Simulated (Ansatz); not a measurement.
System: SnO₂, space group Fm-3m (No. 225) (one of a set of cubic test structures, which need not be the stable phase).

How it was computed, with Ansatz 0.2.0 development build: equation of state of a cubic crystal from periodic Kohn-Sham density functional theory without spin, third-order Birch-Murnaghan fit to the free energies; pressure corrected for the finite basis. Level: PBE.

- structure type: fluorite
- atoms in cell: 3
- space group number: 225
- lattice centring: face-centred primitive
- k mesh: 19×19×19
- occupation method: Fermi–Dirac
- occupation width: 0.06123 eV
- wave cutoff: 420 eV
- datasets: soft-1 PAW
- density tolerance: 1e−07 eV
- bands: 17
- density cutoff ratio: 4
- search for lower states: default

What does the calculation give for the energy above the lowest point and pressure against volume? The volume takes the values 10.66, 10.88, 11.11, 11.34, 11.56, 11.79, 12.02 Å³/atom.

A third-order Birch–Murnaghan fit gives V0 = 11.33 Å³/atom, B0 = 186 GPa and B′ = 5.0. The energy above the lowest point is 26.3 meV/atom at volume 10.66 Å³/atom and 21.4 meV/atom at 12.02 Å³/atom; the lowest computed point is at volume 11.34 Å³/atom (0.0 meV/atom). The pressure falls from 13.3 GPa at volume 10.66 Å³/atom to −9.4 GPa at 12.02 Å³/atom, and changes sign near 11.33 Å³/atom.

| volume (Å³/atom) | energy above the lowest point (meV/atom) | pressure (GPa) |
| --- | --- | --- |
| 10.66 | 26.3 | 13.3 |
| 10.88 | 11.1 | 8.3 |
| 11.11 | 2.6 | 3.8 |
| 11.34 | 0.0 | −0.1 |
| 11.56 | 2.6 | −3.6 |
| 11.79 | 9.9 | −6.7 |
| 12.02 | 21.4 | −9.4 |

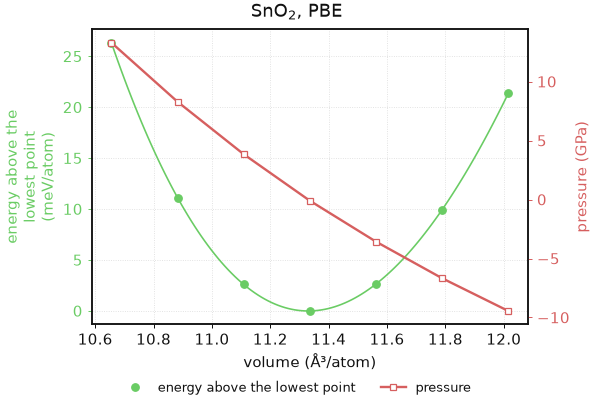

Limits of the calculation: cubic model structure, not the ambient form.
